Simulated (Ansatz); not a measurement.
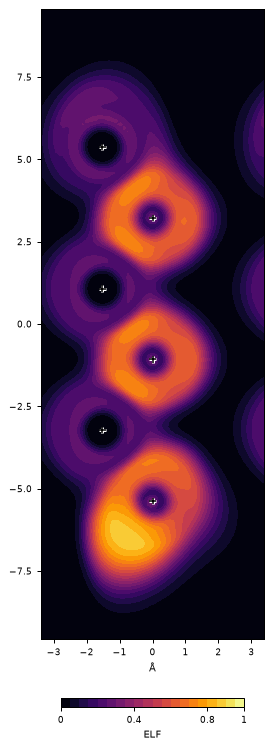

The electron localisation function on a plane through atoms (crosses mark nuclei in the plane).

The calculation used DFT PBEsol, scalar-relativistic, plane waves, PAW in Ansatz 0.2.0.

Candidates:
A. Ga₅P₄ (slab), a = 3.85 Å, b = 3.85 Å, c = 25.88 Å, α = 90.00°, β = 90.00°, γ = 90.00°. Computed without spin polarisation.
B. InAs (slab), a = 4.30 Å, b = 6.09 Å, c = 25.76 Å, α = 90.00°, β = 90.00°, γ = 90.00°. Not relaxed (largest force 1.3 eV/Å).
C. TiN, a = 4.20 Å, b = 4.20 Å, c = 4.20 Å, α = 90.00°, β = 90.00°, γ = 90.00°. Space group Fm-3m; computed without spin polarisation.

Which candidate gave the map?

Answer. Candidate B: InAs on the (100) plane of the calculation cell, a cut from vacuum to vacuum, which holds As and In. In–As (2.64 Å): the ELF is about 0.50 at the midpoint.
